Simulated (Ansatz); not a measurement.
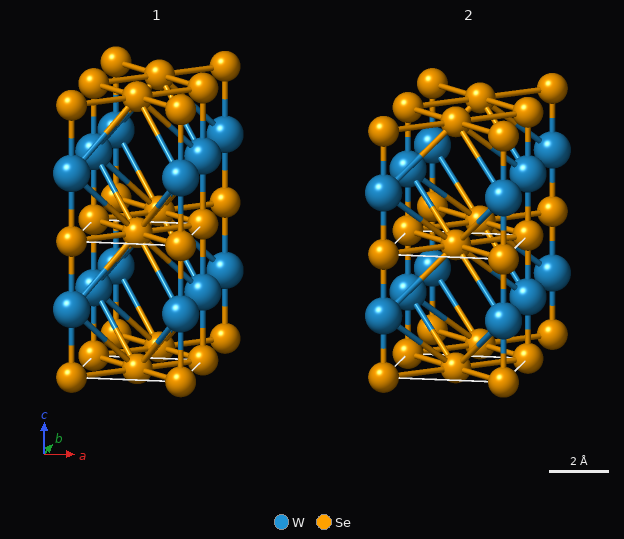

Two geometries of a crystal of WSe2 (a generated structure, set up in P4/mmm) (coarse preliminary run), drawn at one scale. One is the start of a relaxation, the other its converged end. A ball-and-stick model of the cell of the calculation, repeated 1 × 2 × 2 with one cell outlined, seen slightly off an axis.

All numbers below come from DFT PBE, scalar-relativistic, plane waves, PAW in Ansatz 0.2.0. Settings: plane-wave cutoff 420 eV; k-point mesh 4 × 4 × 4; occupations gaussian; smearing width 0.1 eV; no spin polarisation; cell and atoms relaxed; force threshold 0.04 eV/Å; at most 70 steps.

Question: Which geometry has the lower energy?

Answer: Structure 1 is the relaxed one. No atom moves by more than 0.005 Å relative to the cell. The volume changes by −8.6 %, with a = b 4.206 → 3.825 Å (−9.1 %), c 4.315 → 4.771 Å (+10.6 %). Some distances before and after: Se–Se 2.974 → 2.705 Å, Se–W 2.158 → 2.386 Å, Se–W 3.674 → 3.606 Å. The space group stays P4/mmm (No. 123). The energy falls by 368 meV per atom in 5 accepted moves (6 points after the start). All forces vanish by symmetry, so only the cell relaxes. Pressure: 11.68 GPa at the start and −0.10 GPa at the end. At 1 point the geometry stayed and the basis and grid were re-selected for the new cell (energy shift of 0.1 meV per atom at most each time). Cost: 12 s on 1 thread of AMD EPYC 7R43 64-Core Processor (Zen 3) (shared host), peak memory 0.42 GiB.

Limits of the set-up: the k-point mesh is coarse for a cell with partly filled bands.
